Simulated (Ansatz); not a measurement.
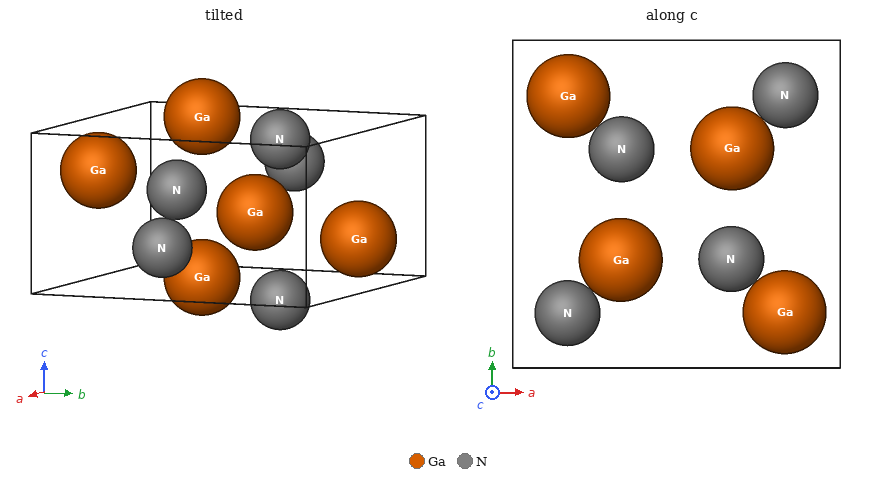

The figure gives a spheres-only picture of the atoms, viewed slightly off an axis and along the c axis. Atoms at the boundary of the conventional unit cell (the box) are drawn once for each face, edge or corner they touch. Cell: a = 5.57 Å, b = 5.57 Å, c = 3.01 Å, α = 90.00°, β = 90.00°, γ = 90.00°.

It goes back to a structure type filled with these elements by a generator (whether the compound takes this form wasn't checked). Earlier steps of the study may have refined or changed the cell and positions. It was the input of a calculation with Ansatz.

Q: Explain the picture.

A: The formula is GaN. The lattice is primitive tetragonal and the space group P4_12_12 (No. 92). Counting shared atoms by their share gives 4 Ga, 4 N, or 8 atoms. The Ga atoms are each bonded to four N at about 2.0 Å. Around each N lie four Ga at about 2.0 Å.

Level of theory: Ansatz 0.2.0, DFT PBE, scalar-relativistic, plane waves, PAW. Settings were an energy cutoff of 420 eV, a 6×6×10 k-point grid, Gaussian smearing of 0.02 eV, no spin polarisation.

Q: What is the electronic character?

A: A semiconductor at this level, with a gap of 1.17 eV, indirect.

Q: What does a Bader analysis give?

A: Ga +1.53 e; N -1.53 e.

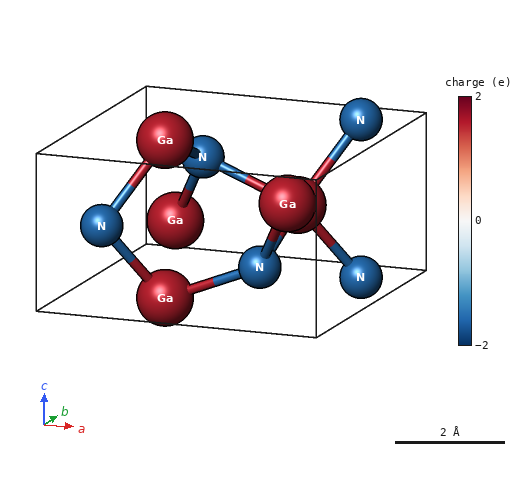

The atoms coloured by those charges. The run's cell of 8 atoms is drawn.

Q: Has the structure come to rest?

A: Yes. All forces vanish to within 0.01 eV/Å. The pressure is 0.0 GPa, close to zero.
